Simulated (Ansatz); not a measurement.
Given this structure:

```
Fe Co
1.0
     4.02182    0.00000    0.00000
     0.00000    4.02182    0.00000
     0.00000    0.00000    2.83562
Fe Co
3 1
Direct
  0.50000 0.50000 0.00000
  0.50000 0.00000 0.50000
  0.00000 0.50000 0.50000
  0.00000 0.00000 0.00000
```

### Interpret the file: composition, symmetry and coordination.

Formula: Fe3Co. Space group P4/mmm (No. 123), lattice primitive tetragonal. With Z = 1, the cell contains 3 Fe, 1 Co. Around each Co lie eight Fe in a cubic arrangement at 2.46 Å. Fe takes two kinds of site: 1c with eight Fe in a cubic arrangement at 2.46 Å; 2e with four Fe and four Co in a cubic arrangement (2.46 Å to Fe, 2.46 Å to Co). Not all metal-metal contacts are counted. The bonds build a three-dimensional framework.

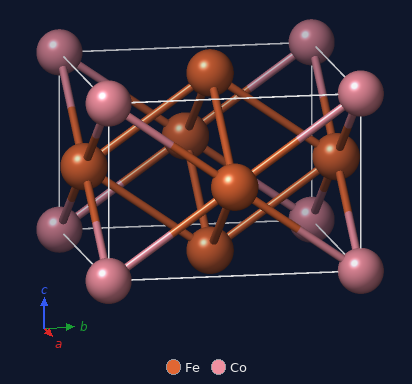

This ball-and-stick model is shown slightly off an axis. Thin lines show the conventional unit cell, with boundary atoms drawn in all their periodic places.

The structure was taken from a structure listed in the Materials Project. Earlier steps of the study may have refined or changed the cell and positions. It was run through Ansatz as a DFT input.
